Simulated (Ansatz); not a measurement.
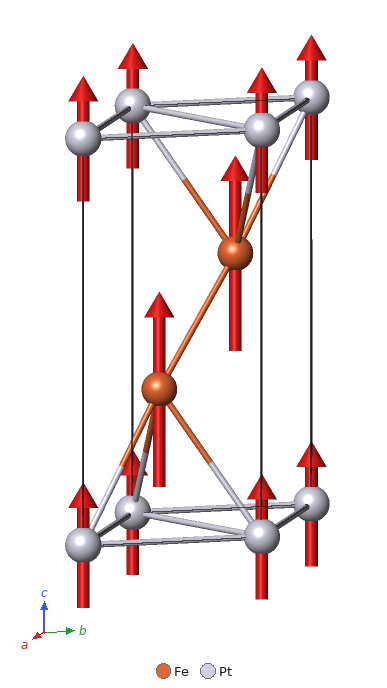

Ball-and-stick drawing of the structure, looking slightly off an axis. The wireframe shows the simulation cell. Arrows are the site magnetic moments above 0.25 μB; longer means larger, and red and blue are up and down (without spin-orbit coupling the axis itself is arbitrary).

This is the state reached for Fe$_{2}$Pt. Electronic-structure method: Ansatz, DFT PBE, scalar-relativistic, plane waves, PAW. Parameters: wavefunction cutoff 420 eV, 18×18×8 k-points, Gaussian smearing of 0.1 eV, collinear spins.

### Which kind of magnetic order is this?

Ferromagnetic (within this cell). Site moments: 2 Fe +2.8 μB and 1 Pt +0.3 μB. The net spin moment of the whole cell is 5.9 μB.

Provenance: a structure listed in the Materials Project. What is shown is the relaxed result from DFT PBE, scalar-relativistic, plane waves, PAW in Ansatz.
